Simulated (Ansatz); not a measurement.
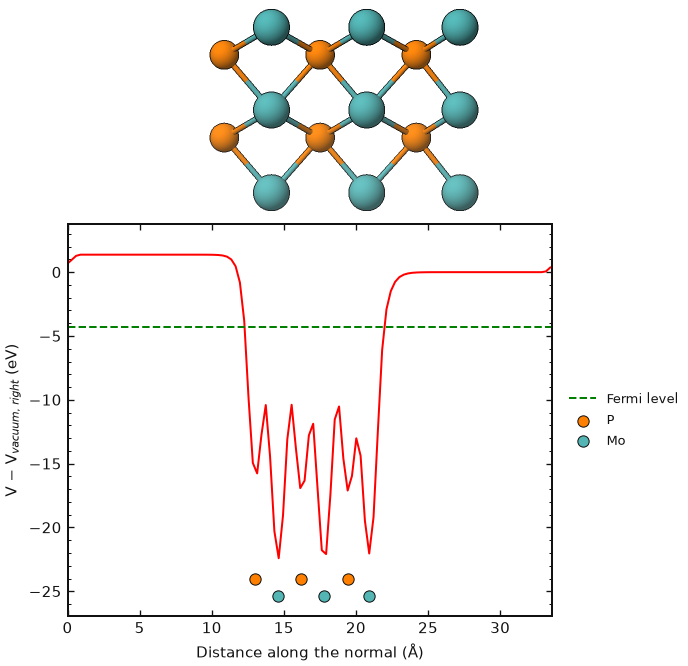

Plane-averaged electrostatic potential energy of an electron across the slab; circles at the bottom mark the heights of the atoms. The structure is drawn too.

The material is MoP (slab), 6 atoms in the cell.

Ansatz; DFT PBEsol, scalar-relativistic, plane waves, PAW, no spin polarisation, 12×12×1 k mesh, 420 eV cutoff, Gaussian smearing of 0.1 eV.

What is the work function?

The work function is 4.27 eV at the right face and 5.64 eV at the left.

How thick are slab and vacuum?

The outermost atoms are 7.9 Å apart, which leaves 25.7 Å of vacuum in a cell 33.6 Å high.

The atoms aren't at rest in this cell (largest force 1.0 eV/Å), so the relaxed material can differ.
